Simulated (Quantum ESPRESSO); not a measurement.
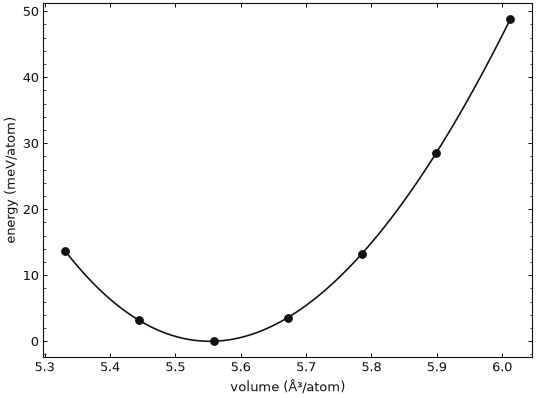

The figure shows the energy against volume.

Calculation (Quantum ESPRESSO 7.5): plane-wave DFT, no spin polarisation; energies at scaled volumes of the given cell, shape and fractions fixed, counted from the fit's minimum, third-order Birch-Murnaghan fit. Level: LDA.

**For which of these solids was it computed?**
A. SnSe, Pnma (No. 62)
B. BaS, Fm-3m (No. 225)
C. Ag, Fm-3m (No. 225)
D. C, P6_3/mmc (No. 194)

D, C: energy from 0.01 meV/atom to 48.75 meV/atom, V0 5.553 Å³/atom, B0 466 GPa. The others give: BaS, energy from 0.29 meV/atom to 50.93 meV/atom, V0 31.04 Å³/atom, B0 50.5 GPa; Ag, energy from −0.01 meV/atom to 87.57 meV/atom, V0 16.03 Å³/atom, B0 141 GPa; SnSe, energy from 0.03 meV/atom to 40.52 meV/atom, V0 25.69 Å³/atom, B0 59.3 GPa.

For Ag, limits of the calculation: the fit and the printed pressures don't fully agree, or the minimum lies near the end of the range.

For BaS, limits of the calculation: this release of the barium file is off.

For C, limits of the calculation: shape and atomic fractions are frozen while scaling, which makes layered, chain and framework solids too stiff.

For SnSe, limits of the calculation: shape and atomic fractions are frozen while scaling, which makes layered, chain and framework solids too stiff.
